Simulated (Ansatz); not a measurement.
Run report: Si5C, geometry relaxation (part 1 of 2)

The run: geometry relaxation of Si5C (P-6m2, 6 atoms in the cell). Method and program: DFT PBE, scalar-relativistic, plane waves, PAW, no spin polarisation (Ansatz 0.2.0).

The structure was made by a generator, so it may or may not be a known phase.

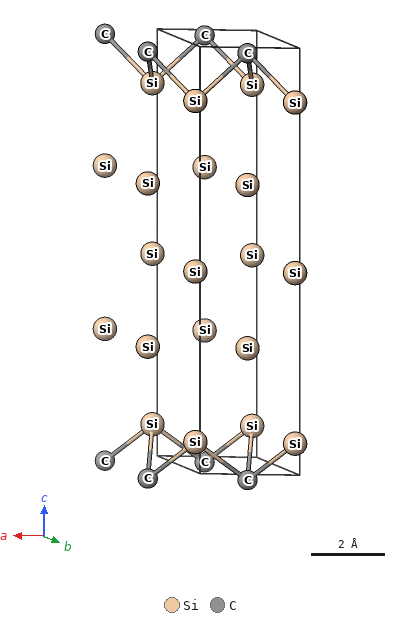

Figure 1. The starting structure (ball-and-stick view of the cell of the calculation, repeated 2 × 2 × 1, seen at an oblique angle). An atom can appear more than once, as a periodic image.

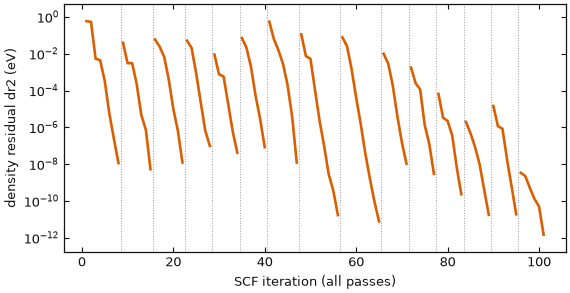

Figure 2. Convergence of the self-consistent field: density residual dr2 against the SCF iteration. The dotted lines part the SCF passes of the relaxation: geometry steps, rejected trials and re-solves on a re-selected basis. The 15 passes take 6 to 9 iterations each, 101 in all.

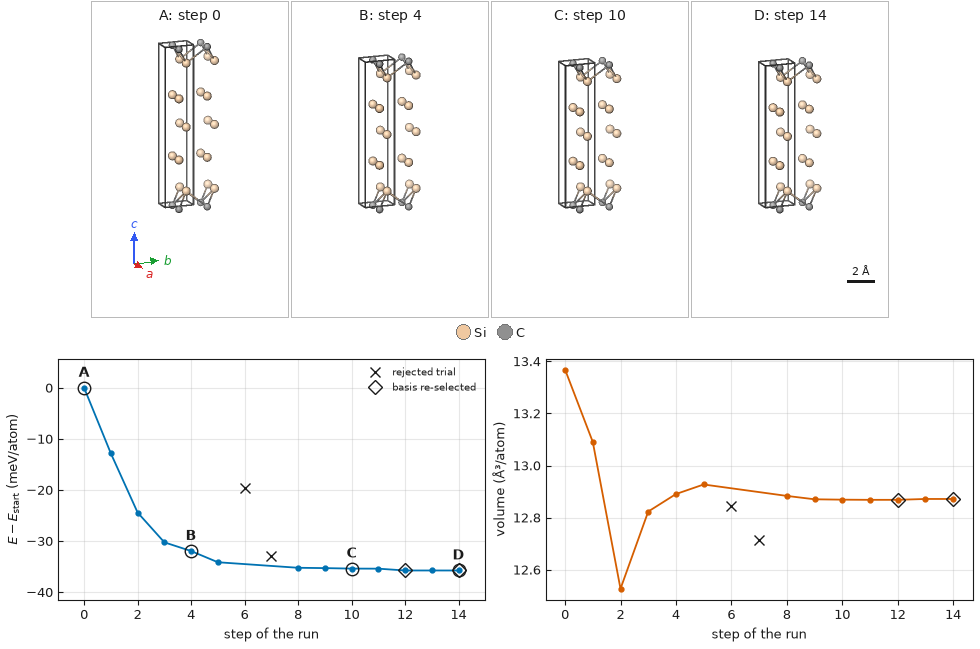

Figure 3. Frames of the relaxation (ball-and-stick view of the cell of the calculation, repeated 2 × 2 × 1, seen slightly off an axis) above the curves, on which the letters mark them (the first geometry is step 0 here and step 1 in the log).

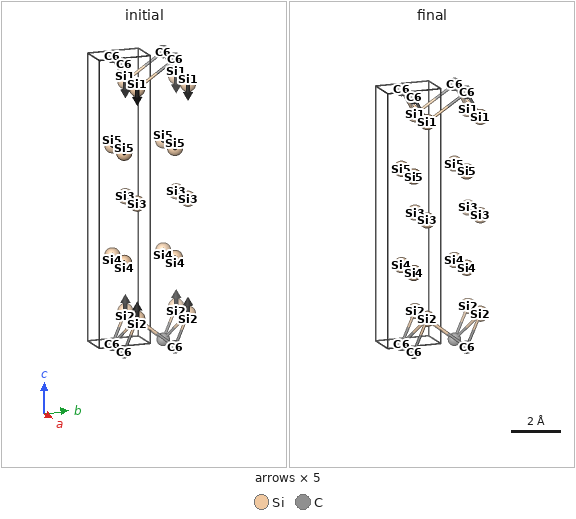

Figure 4. Before (left) and after (right) the relaxation, at one scale (ball-and-stick view of the cell of the calculation, repeated 2 × 2 × 1, seen slightly off an axis). The black arrows give the displacements (without the part carried along by the change of the cell), magnified 5 times. Over 12 geometry steps the energy falls by 35.7 meV per atom. Largest force component: 0.073 eV/Å at the start, 0.00018 eV/Å at the end. Pressure: 0.14 GPa at the start and 0.00 GPa at the end. The line search rejected the trial steps at points 6, 7 (counted from 0) and went back. 1 further SCF at an unchanged geometry re-selected the plane-wave basis for the new cell. The largest moves relative to the cell, 0.14 Å, are those of Si1 and Si2. C stays in place. Cell: a = b 2.771 → 2.890 Å (+4.3 %), c 12.060 → 10.681 Å (−11.4 %). Volume −3.7 %. Among the contacts that change: Si1–C6 2.006 → 2.065 Å, Si1–Si2 2.421 → 2.433 Å. Among the angles that change: Si1–C6–Si2 74.2° → 72.2°. The space group stays P-6m2 (No. 187). The energy change given includes the shifts at the re-selections in mid-walk, which come without any move. A last SCF at the same geometry on a re-selected plane-wave basis shifts the energy by next to nothing (0.0 meV per atom). (Atoms are counted from 1 in the order of the input.)

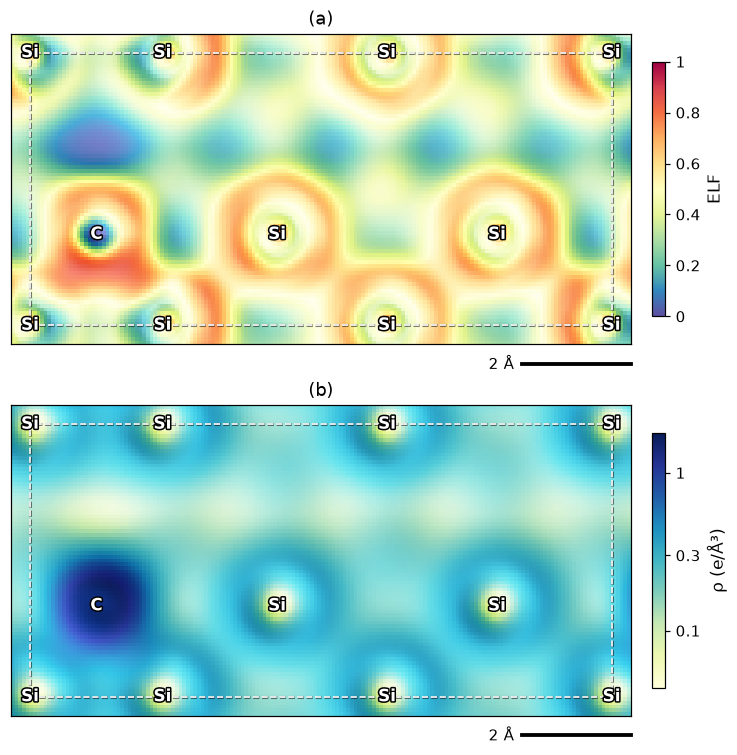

Figure 5. (a) electron localisation function; (b) valence electron density on the (110) plane of the conventional cell. Si–Si (2.43 Å): ρ at the midpoint is about 0.36 e/Å³, a local maximum along the line; the ELF is about 0.35 at the midpoint. Away from the nuclei the density in this plane falls to 0.09 e/Å³ at its lowest. Core electrons are frozen (PAW), so the fields are smoothed inside the atomic spheres.

The input and output of the run follow.

## Input file
```yaml
crystal:
  lattice:
    - [2.7712274392, 0.0, 0.0]
    - [-1.3856137196, 2.3999533621, 0.0]
    - [0.0, 0.0, 12.0602525983]
  atoms:
    - { symbol: Si, position: [0.3333333333, 0.6666666667, 0.899644559] }
    - { symbol: Si, position: [0.3333333333, 0.6666666667, 0.100355441] }
    - { symbol: Si, position: [0.3333333333, 0.6666666667, 0.5] }
    - { symbol: Si, position: [0.6666666667, 0.3333333333, 0.3087497425] }
    - { symbol: Si, position: [0.6666666667, 0.3333333333, 0.6912502575] }
    - { symbol: C, position: [0.6666666667, 0.3333333333, 0.0] }
basis:
  ecutwfc: 420
kpoints:
  mp_grid: { grid: [18, 18, 4] }
hamiltonian:
  xc: pbe
scf:
  occupations: { method: gaussian, width: 0.1 }
output:
  forces: true
  stress: true
  eigenvalues: true
  write_density: true
  write_potential: true
  elf: true
  volumetric_format: npy
relax:
  adjacent_minimum: "off"
  f_tol: 0.01
  max_steps: 80
  cell: { stress_tol: 0.05 }
```

Command:
```bash
ansatz run input.yaml --threads 1 --pin off --max-ram 2560MiB --backend cpu --events-out ev --progress --plain --runs-dir out
```

## Log
```
Engine: ansatz 0.2.0, x86_64-unknown-linux-gnu
Pseudopotentials: kind: paw
Pseudopotential: Si, paw, valence charge 4, recommended cutoff 420 eV (normal), Si.paw.azcp
Pseudopotential: C, paw, valence charge 4, recommended cutoff 420 eV (normal), C.paw.azcp
Functional definition: PBE
  parameter kappa = 0.804
  parameter beta = 0.06672455060314922
  exchange = pbe_x(kappa = kappa, mu = beta*pi^2/3)
  correlation = pbe_c(beta = beta)
Crystal: 6 atoms, lattice volume = 80.211 Å³
Basis set: ecut = 420 eV, 1589 PW (Γ), exchange–correlation on 40×40×162 points (8 copies of the dense FFT grid, shifted against one another)
Bands: 18, of which v1, the nominal top of the filled ones, is band 12 counted from 1 (11 counted from 0)
Symmetry: 12 space group operations
Space group: P-6m2 (ITA 187), of the structure as read, at distance tolerance 4.3e-5 Å
k-points: 111 of 1296 (time reversal used)
Non-local potential: Si, projectors of the file, l = 0: 2, l = 1: 2, l = 2: 2
Non-local potential: C, projectors of the file, l = 0: 2, l = 1: 2, l = 2: 1
PAW form: soft (Blöchl's): semilocal exchange-correlation on the pseudo side does not see the compensation charge
PAW one-centre angular grid: Si, 110 points (default); XC on 64 Gauss nodes
PAW one-centre angular grid: C, 110 points (default); XC on 64 Gauss nodes
Initial density: superposition of atomic densities (neutral atoms: chi_scale 0, normalization atom), corrected by the library's trained network
Initial wavefunctions: pseudopotential atomic-orbital guess
Functional: x = pbe(κ = 0.804, μ = 0.2195149727645171), c = pbe(β = 0.06672455060314922)
SCF iter   1: F=—  HF=-3425.987677 eV  |F-HF|=—  |Δ(HF+E_count)|=         —  Δρ=6.59e-3  dr2=5.90e-1  ethr=1.77e-3  ⟨swp⟩=6.3  Hψ=12277  notcnv=0  defer=1
preconditioner: auto → none  [metal: Δε(μ)=0.030 eV  Ē_g=9.165 eV  σ=0.100 eV  W_gap=0.17  n_scr=8 (ndim 8)  ℏωp=20.3 eV  f_vac=0.000  D(μ)=1.84/eV (n_scr^D=6)  sad-step TF]
SCF iter   2: F=—  HF=-3425.983466 eV  |F-HF|=—  |Δ(HF+E_count)|=   4.21e-3  Δρ=5.74e-3  dr2=5.38e-1  ethr=1.77e-3  ⟨swp⟩=1.0  Hψ=2886  notcnv=0  defer=1
SCF iter   3: F=—  HF=-3425.947026 eV  |F-HF|=—  |Δ(HF+E_count)|=   3.64e-2  Δρ=1.79e-3  dr2=5.41e-3  ethr=1.77e-3  ⟨swp⟩=2.0  Hψ=2306  notcnv=0  defer=2
SCF iter   4: F=—  HF=-3425.946417 eV  |F-HF|=—  |Δ(HF+E_count)|=   6.09e-4  Δρ=8.54e-4  dr2=4.42e-3  ethr=2.26e-5  ⟨swp⟩=2.3  Hψ=3786  notcnv=0  defer=58
SCF iter   5: F=—  HF=-3425.946123 eV  |F-HF|=—  |Δ(HF+E_count)|=   2.93e-4  Δρ=3.68e-4  dr2=3.36e-4  ethr=1.84e-5  ⟨swp⟩=1.8  Hψ=2084  notcnv=0  defer=58
SCF iter   6: F=—  HF=-3425.946114 eV  |F-HF|=—  |Δ(HF+E_count)|=   9.53e-6  Δρ=1.31e-4  dr2=5.83e-6  ethr=1.40e-6  ⟨swp⟩=2.1  Hψ=2504  notcnv=0  defer=58
SCF iter   7: F=—  HF=-3425.946158 eV  |F-HF|=—  |Δ(HF+E_count)|=   4.42e-5  Δρ=2.70e-5  dr2=2.43e-7  ethr=2.43e-8  ⟨swp⟩=2.3  Hψ=3150  notcnv=0  defer=60
SCF iter   8: F=-3425.946158 eV  HF=-3425.946158 eV  |F-HF|=2.90e-9  |Δ(HF+E_count)|=   2.01e-7  Δρ=4.96e-6  dr2=1.14e-8  ethr=4.17e-10  ⟨swp⟩=11.7  Hψ=13769  notcnv=0
SCF 1 converged in 8 iterations: F = -3425.946158 eV  dr2 = 1.14e-8
  greatest PAW one-centre occupation: 0.685 electrons in one spin orbital (limit 2), on the Si atom at site 4 (counted from 0), in its partial waves of l = 0
relax step   1: F+E_penalty+E_count = -3425.94615820 eV  Δ(F+E_penalty+E_count) = +0.000e0 eV  max|allowed force component| = 7.251e-2 eV/Å  Δτ_max = 0.0000 Å  P = +0.139 GPa  Ω = 80.211 Å³  (8 SCF iters, dr2 threshold 1.00e-7 eV, accepted)
Crystal: 6 atoms, lattice volume = 78.544 Å³
Basis set: ecut = 420 eV, 1539 PW (Γ), exchange–correlation on 40×40×162 points (8 copies of the dense FFT grid, shifted against one another)
Initial density: handed on by an earlier stage of this run
Initial wavefunctions: those handed on with the density
iter 1 solved again at ethr=1.77e-4 eV; its pass at ethr=3.10e-3 eV (dr2=4.25e-2 eV) is discarded
SCF iter   1: F=—  HF=-3426.030290 eV  |F-HF|=—  |Δ(HF+E_count)|=         —  Δρ=4.37e-3  dr2=3.96e-2  ethr=1.77e-4  ⟨swp⟩=1.0  Hψ=14122  notcnv=0
preconditioner: auto → none  [metal: Δε(μ)=0.026 eV  Ē_g=9.100 eV  σ=0.100 eV  W_gap=0.15  n_scr=8 (ndim 8)  ℏωp=20.5 eV  f_vac=0.000  D(μ)=2.76/eV (n_scr^D=8)]
SCF iter   2: F=—  HF=-3426.023533 eV  |F-HF|=—  |Δ(HF+E_count)|=   6.76e-3  Δρ=1.67e-3  dr2=3.05e-3  ethr=1.65e-4  ⟨swp⟩=2.0  Hψ=2517  notcnv=0
SCF iter   3: F=—  HF=-3426.023403 eV  |F-HF|=—  |Δ(HF+E_count)|=   1.30e-4  Δρ=6.87e-4  dr2=3.07e-3  ethr=1.27e-5  ⟨swp⟩=2.1  Hψ=2581  notcnv=0
SCF iter   4: F=—  HF=-3426.023182 eV  |F-HF|=—  |Δ(HF+E_count)|=   2.22e-4  Δρ=3.72e-4  dr2=2.19e-4  ethr=1.27e-5  ⟨swp⟩=1.4  Hψ=2111  notcnv=0
SCF iter   5: F=—  HF=-3426.023189 eV  |F-HF|=—  |Δ(HF+E_count)|=   7.66e-6  Δρ=9.61e-5  dr2=4.70e-6  ethr=9.13e-7  ⟨swp⟩=1.1  Hψ=2029  notcnv=0
SCF iter   6: F=—  HF=-3426.023190 eV  |F-HF|=—  |Δ(HF+E_count)|=   6.99e-7  Δρ=2.11e-5  dr2=7.30e-7  ethr=2.50e-9  ⟨swp⟩=11.0  Hψ=15575  notcnv=0
SCF iter   7: F=-3426.023190 eV  HF=-3426.023190 eV  |F-HF|=2.12e-9  |Δ(HF+E_count)|=   5.44e-8  Δρ=2.79e-6  dr2=5.31e-9  ethr=2.50e-9  ⟨swp⟩=8.3  Hψ=11177  notcnv=0
the search or the solves at the SCF's close seem to have found levels that the self-consistency loop had missed (the run counts 3). By its estimate they hold under 1e-12 electrons; where the run keeps them, the occupations were computed again with them
SCF 2 converged in 7 iterations: F = -3426.023190 eV  dr2 = 5.31e-9
[... from here on the iterations of each SCF are left out, up to the last one ...]
relax step   2: F+E_penalty+E_count = -3426.02318997 eV  Δ(F+E_penalty+E_count) = -7.703e-2 eV  max|allowed force component| = 5.256e-1 eV/Å  Δτ_max = 0.0399 Å  P = +0.698 GPa  Ω = 78.544 Å³  energy of the carried Pulay correction = +9.292e-4 eV  (7 SCF iters, dr2 threshold 6.00e-7 eV, accepted)
Crystal: 6 atoms, lattice volume = 75.163 Å³
Basis set: ecut = 420 eV, 1477 PW (Γ), exchange–correlation on 40×40×162 points (8 copies of the dense FFT grid, shifted against one another)
eigensolver tolerance schedule calibrated: the retry pair's looser diagonalisation under-reported the residual by θ = 0.15 (0.13/decade); ethr = c·dr2/N_el runs at the constant in force after the calibration composes with the one it found (an armed cap, an earlier calibration), c = 5.9e-2
preconditioner: auto → none  [metal: Δε(μ)=0.043 eV  Ē_g=9.186 eV  σ=0.100 eV  W_gap=0.23  n_scr=6 (ndim 8)  ℏωp=21.0 eV  f_vac=0.000  D(μ)=2.21/eV (n_scr^D=8)]
the search or the solves at the SCF's close seem to have found levels that the self-consistency loop had missed (the run counts 2). By its estimate they hold under 1e-12 electrons; where the run keeps them, the occupations were computed again with them
SCF 3 converged in 7 iterations: F = -3426.092591 eV  dr2 = 1.23e-8
relax step   3: F+E_penalty+E_count = -3426.09259057 eV  Δ(F+E_penalty+E_count) = -6.940e-2 eV  max|allowed force component| = 3.901e-1 eV/Å  Δτ_max = 0.0904 Å  P = +3.201 GPa  Ω = 75.163 Å³  energy of the carried Pulay correction = +2.877e-3 eV  (7 SCF iters, dr2 threshold 6.00e-7 eV, accepted)
Crystal: 6 atoms, lattice volume = 76.941 Å³
Basis set: ecut = 420 eV, 1501 PW (Γ), exchange–correlation on 40×40×162 points (8 copies of the dense FFT grid, shifted against one another)
preconditioner: auto → none  [metal: Δε(μ)=0.006 eV  Ē_g=9.082 eV  σ=0.100 eV  W_gap=0.03  n_scr=6 (ndim 8)  ℏωp=20.7 eV  f_vac=0.000  D(μ)=2.54/eV (n_scr^D=8)]
SCF 4 converged in 6 iterations: F = -3426.127574 eV  dr2 = 9.72e-8
relax step   4: F+E_penalty+E_count = -3426.12757394 eV  Δ(F+E_penalty+E_count) = -3.498e-2 eV  max|allowed force component| = 1.776e-1 eV/Å  Δτ_max = 0.0486 Å  P = +1.024 GPa  Ω = 76.941 Å³  energy of the carried Pulay correction = +1.842e-3 eV  (6 SCF iters, dr2 threshold 6.00e-7 eV, accepted)
Crystal: 6 atoms, lattice volume = 77.344 Å³
Basis set: ecut = 420 eV, 1513 PW (Γ), exchange–correlation on 40×40×162 points (8 copies of the dense FFT grid, shifted against one another)
preconditioner: auto → none  [metal: Δε(μ)=0.004 eV  Ē_g=9.024 eV  σ=0.100 eV  W_gap=0.02  n_scr=6 (ndim 8)  ℏωp=20.7 eV  f_vac=0.000  D(μ)=2.46/eV (n_scr^D=8)]
SCF 5 converged in 6 iterations: F = -3426.137797 eV  dr2 = 4.16e-8
relax step   5: F+E_penalty+E_count = -3426.13779683 eV  Δ(F+E_penalty+E_count) = -1.022e-2 eV  max|allowed force component| = 1.752e-1 eV/Å  Δτ_max = 0.0154 Å  P = +0.309 GPa  Ω = 77.344 Å³  energy of the carried Pulay correction = +1.611e-3 eV  (6 SCF iters, dr2 threshold 6.00e-7 eV, accepted)
Crystal: 6 atoms, lattice volume = 77.564 Å³
Basis set: ecut = 420 eV, 1525 PW (Γ), exchange–correlation on 40×40×162 points (8 copies of the dense FFT grid, shifted against one another)
preconditioner: auto → none  [metal: Δε(μ)=0.011 eV  Ē_g=8.956 eV  σ=0.100 eV  W_gap=0.06  n_scr=6 (ndim 8)  ℏωp=20.7 eV  f_vac=0.000  D(μ)=1.99/eV (n_scr^D=6)]
SCF 6 converged in 6 iterations: F = -3426.150952 eV  dr2 = 8.35e-8
relax step   6: F+E_penalty+E_count = -3426.15095194 eV  Δ(F+E_penalty+E_count) = -1.316e-2 eV  max|allowed force component| = 1.035e-1 eV/Å  Δτ_max = 0.0325 Å  P = -0.495 GPa  Ω = 77.564 Å³  energy of the carried Pulay correction = +1.485e-3 eV  (6 SCF iters, dr2 threshold 6.00e-7 eV, accepted)
Crystal: 6 atoms, lattice volume = 77.073 Å³
Basis set: ecut = 420 eV, 1499 PW (Γ), exchange–correlation on 40×40×162 points (8 copies of the dense FFT grid, shifted against one another)
preconditioner: auto → none  [metal: Δε(μ)=0.012 eV  Ē_g=8.895 eV  σ=0.100 eV  W_gap=0.07  n_scr=6 (ndim 8)  ℏωp=20.7 eV  f_vac=0.000  D(μ)=2.80/eV (n_scr^D=26)]
the search or the solves at the SCF's close seem to have found levels that the self-consistency loop had missed (the run counts 3). By its estimate they hold under 1e-12 electrons; where the run keeps them, the occupations were computed again with them
SCF 7 converged in 7 iterations: F = -3426.063293 eV  dr2 = 1.22e-8
relax step   7: F+E_penalty+E_count = -3426.06329279 eV  Δ(F+E_penalty+E_count) = +8.766e-2 eV  max|allowed force component| = 1.849e-1 eV/Å  Δτ_max = 0.1136 Å  P = +0.582 GPa  Ω = 77.073 Å³  energy of the carried Pulay correction = +1.766e-3 eV  (7 SCF iters, dr2 threshold 6.00e-7 eV, rejected (line search))
Crystal: 6 atoms, lattice volume = 76.283 Å³
Basis set: ecut = 420 eV, 1475 PW (Γ), exchange–correlation on 40×40×162 points (8 copies of the dense FFT grid, shifted against one another)
preconditioner: auto → none  [metal: Δε(μ)=0.011 eV  Ē_g=9.057 eV  σ=0.100 eV  W_gap=0.06  n_scr=6 (ndim 8)  ℏωp=20.8 eV  f_vac=0.000  D(μ)=1.62/eV (n_scr^D=6)]
SCF 8 converged in 9 iterations: F = -3426.143722 eV  dr2 = 1.72e-11
relax step   8: F+E_penalty+E_count = -3426.14372167 eV  Δ(F+E_penalty+E_count) = +7.230e-3 eV  max|allowed force component| = 9.419e-2 eV/Å  Δτ_max = 0.0707 Å  P = +1.388 GPa  Ω = 76.283 Å³  energy of the carried Pulay correction = +2.222e-3 eV  (9 SCF iters, rejected (line search))
Crystal: 6 atoms, lattice volume = 77.301 Å³
Basis set: ecut = 420 eV, 1523 PW (Γ), exchange–correlation on 40×40×162 points (8 copies of the dense FFT grid, shifted against one another)
preconditioner: auto → none  [metal: Δε(μ)=0.012 eV  Ē_g=8.994 eV  σ=0.100 eV  W_gap=0.07  n_scr=6 (ndim 8)  ℏωp=20.7 eV  f_vac=0.000  D(μ)=2.00/eV (n_scr^D=6)]
the search or the solves at the SCF's close seem to have found levels that the self-consistency loop had missed (the run counts 1). By its estimate they hold under 1e-12 electrons; where the run keeps them, the occupations were computed again with them
SCF 9 converged in 9 iterations: F = -3426.157457 eV  dr2 = 7.77e-12
relax step   9: F+E_penalty+E_count = -3426.15745723 eV  Δ(F+E_penalty+E_count) = -6.505e-3 eV  max|allowed force component| = 3.552e-2 eV/Å  Δτ_max = 0.0311 Å  P = -0.166 GPa  Ω = 77.301 Å³  energy of the carried Pulay correction = +1.635e-3 eV  (9 SCF iters, accepted)
Crystal: 6 atoms, lattice volume = 77.224 Å³
Basis set: ecut = 420 eV, 1511 PW (Γ), exchange–correlation on 40×40×162 points (8 copies of the dense FFT grid, shifted against one another)
preconditioner: auto → none  [metal: Δε(μ)=0.006 eV  Ē_g=8.978 eV  σ=0.100 eV  W_gap=0.03  n_scr=6 (ndim 8)  ℏωp=20.7 eV  f_vac=0.000  D(μ)=1.99/eV (n_scr^D=6)]
SCF 10 converged in 6 iterations: F = -3426.157845 eV  dr2 = 1.06e-8
relax step  10: F+E_penalty+E_count = -3426.15784470 eV  Δ(F+E_penalty+E_count) = -3.875e-4 eV  max|allowed force component| = 9.424e-3 eV/Å  Δτ_max = 0.0160 Å  P = -0.005 GPa  Ω = 77.224 Å³  energy of the carried Pulay correction = +1.680e-3 eV  (6 SCF iters, dr2 threshold 6.00e-7 eV, accepted)
```
